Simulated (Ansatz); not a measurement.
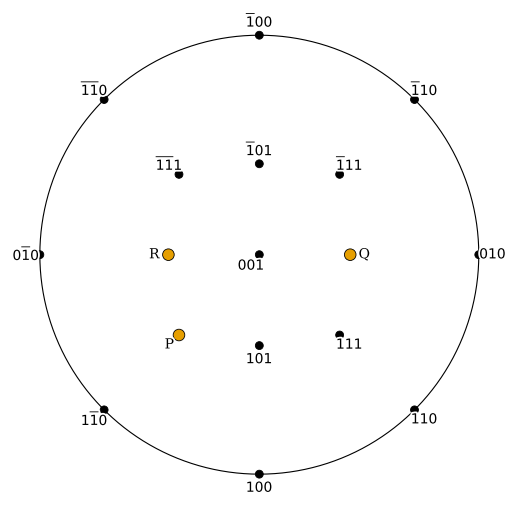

For Fe₅Co₃, the input geometry of an electronic-structure calculation (not necessarily at equilibrium): stereographic projection of plane normals (upper hemisphere) centred on (0 0 1). Symmetry computed with spglib at a tolerance of 0.002 Å; standard conventional cell.

a = 5.542 Å, b = 5.542 Å, c = 5.542 Å, α = 90.00°, β = 90.00°, γ = 90.00°.

Index the poles marked P, Q, R.

P is (1 −1 1), 54.7° from the centre; Q is (0 1 1), 45.0° from the centre; R is (0 −1 1), 45.0° from the centre.

What is the angle between the normals of (1 0 1) and (−1 −1 1), and what are their d_hkl = 1/|g|?

90.0°; d = 3.919 Å and 3.200 Å.
